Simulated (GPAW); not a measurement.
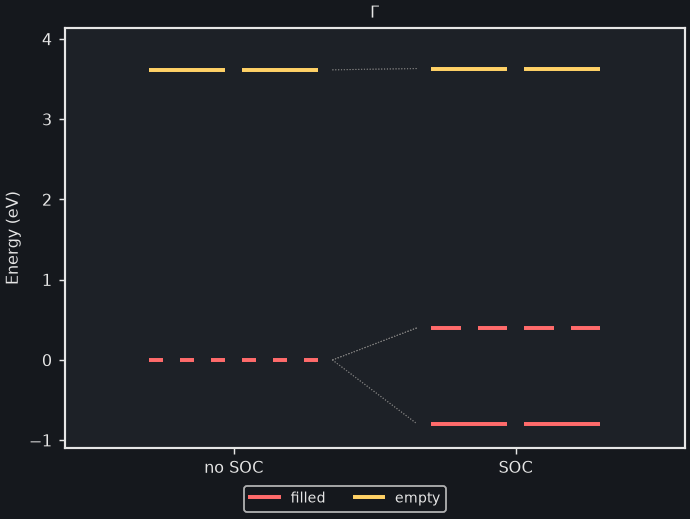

Levels at Γ, each bar one state with spin counted. Zero is the valence top without spin-orbit coupling, and the two sets are aligned on the mean of the six top valence states at Γ.

System: rocksalt KI, space group Fm-3m, 2 atoms in the primitive cell; cubic a = 7.066 Å. Run without spin-orbit coupling: LDA, the program's PAW data sets (release 1.2.1) made for this functional, 5×5×5 k mesh, 450 eV cutoff, Fermi-Dirac smearing of 0.05 eV (GPAW). Run with it: LDA, the program's PAW data sets (release 1.2.1) made for this functional, 3×3×3 k mesh, 600 eV cutoff, Fermi-Dirac smearing of 0.05 eV (GPAW). Neither carries moments.

How does spin-orbit coupling split the valence top at Γ?

The threefold valence top at Γ (six states with spin) splits into a fourfold level on top and a twofold one 1.19 eV below it, the split-off level.

What happens to the direct gaps?

The vertical gap goes from 3.61 to 3.23 eV at Γ. A third of the splitting is 0.40 eV, which accounts for the change at Γ: the fourfold level rises by about that much.

LDA, GGA and most meta-GGA functionals understate gaps. with SOC: the k mesh is coarse, so the values aren't converged. with SOC: this program's spin-orbit splittings come out too wide for heavy elements.
